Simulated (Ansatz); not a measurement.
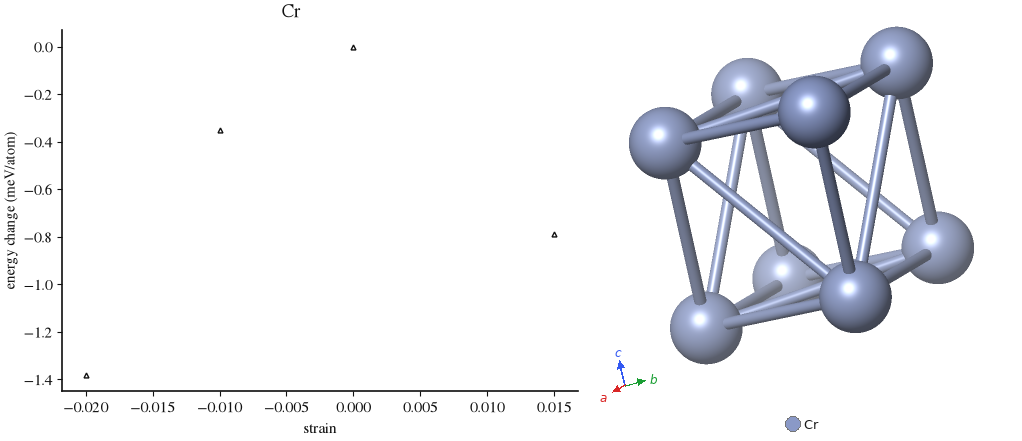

Plotted: energy change against strain for Cr, space group Fm-3m (No. 225). The cell is drawn beside the plot.

Starting cell:
```yaml
crystal:
  lattice:
    - [0.00000, 1.84000, 1.84000]
    - [1.84000, 0.00000, 1.84000]
    - [1.84000, 1.84000, 0.00000]
  atoms:
    - { symbol: Cr, position: [0.00000, 0.00000, 0.00000] }
```

Method: homogeneous strain of a crystal along one Voigt pattern with engineering shear, fractional coordinates fixed, by plane-wave density functional theory with PAW datasets, free energies less that of the undisturbed cell, pressure positive in compression; scalar-relativistic (Ansatz 0.2.0). Level: PBE, no spin polarisation.

```tsv
setting	value
wave cutoff	420 eV
k mesh	22×22×22
occupations	Gaussian
smearing width	0.15 eV
k shift	(0, 0, 0) (mesh steps)
start	as given
strain pattern	(0, 0, 0, 0, 0, 1) (xx yy zz yz xz xy with engineering shear)
```

From this curve and the settings, what does the calculation give for the tensile stress summed over the strain pattern and pressure at the same points?

The tensile stress summed over the strain pattern falls from 1.621 GPa at strain −0.020 to −1.252 GPa at 0.015, and changes sign near 0.000. The pressure goes from −10.117 GPa at strain −0.020 to −10.134 GPa at 0.015, not monotonically, with a low of −10.157 GPa at 0.000.

```json
{"strain": "-0.020", "tensile stress summed over the strain pattern (GPa)": "1.621", "pressure (GPa)": "-10.117"}
{"strain": "-0.010", "tensile stress summed over the strain pattern (GPa)": "0.852", "pressure (GPa)": "-10.147"}
{"strain": "0.000", "tensile stress summed over the strain pattern (GPa)": "0.000", "pressure (GPa)": "-10.157"}
{"strain": "0.015", "tensile stress summed over the strain pattern (GPa)": "-1.252", "pressure (GPa)": "-10.134"}
```

Note: no spin polarisation, a magnetic state may lie lower; reference crystal is not relaxed.
